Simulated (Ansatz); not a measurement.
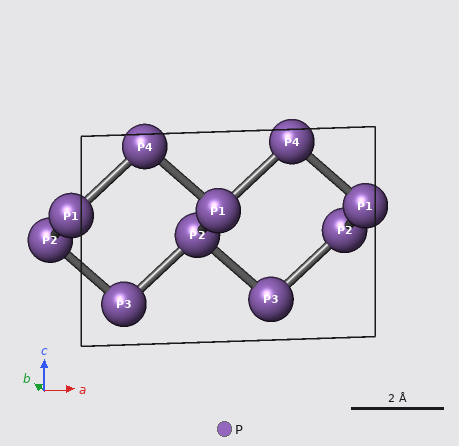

Reference structure: crystalline P (set up in Pmna). Style: ball-and-stick. Shown: the 2 × 1 repeat of the cell, outlined in the plane, without the vacuum, slightly off an axis.

These are results of DFT r2SCAN, scalar-relativistic, plane waves, PAW (Ansatz 0.2.0), not measurements. Set-up: plane-wave cutoff 500 eV; occupations gaussian; no spin polarisation. The k-mesh is chosen for each cell (8×1×6, 10×1×8). Smearing widths differ between the runs.

The variant: Every phosphorus atom is replaced by silicon, which gives Si. Cell and atoms are relaxed again (to zero pressure within 0.1 GPa, forces under 0.01 eV/Å).

Input file:
```yaml
crystal:
  lattice:
    - [3.8474448226, 0.0, 0.0]
    - [0.0, 35.6358910792, 0.0]
    - [0.0, 0.0, 4.7060339161]
  atoms:
    - { symbol: Si, position: [0.0, 0.9712650128, 0.6097168244] }
    - { symbol: Si, position: [0.0, 0.0287349872, 0.3902831756] }
    - { symbol: Si, position: [0.5, 0.0287349872, 0.1097168244] }
    - { symbol: Si, position: [0.5, 0.9712650128, 0.8902831756] }
basis:
  ecutwfc: 500
kpoints:
  mp_grid: { grid: [10, 1, 8] }
hamiltonian:
  xc: r2scan
scf:
  occupations: { method: gaussian, width: 0.01 }
output:
  forces: true
  stress: true
  eigenvalues: true
relax:
  adjacent_minimum: "off"
  f_tol: 0.01
  max_steps: 60
  cell: { stress_tol: 0.1 }
```

Run as
```bash
ansatz run input.yaml --threads 1 --pin off --max-ram 2560MiB --backend cpu --events-out ev --progress --plain --runs-dir out
```

Q: Predict the response.

A: The volume per atom goes from 132.94 to 152.34 Å³. The gap on the k-mesh: 1.10 eV before, 0.39 eV after. In the plane the drawn cell goes a 6.581 → 7.771 Å (+18.1 %), c 4.636 → 6.708 Å (+44.7 %). The space group (tolerance 0.01 Å) goes from Pmna (No. 53) to Cmmm (No. 65).

The changed structure in the same view:

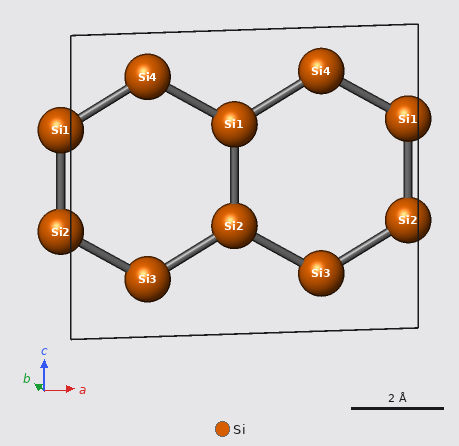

Limits of the set-up: layers or molecules are held without a dispersion correction, so their spacing is unreliable.
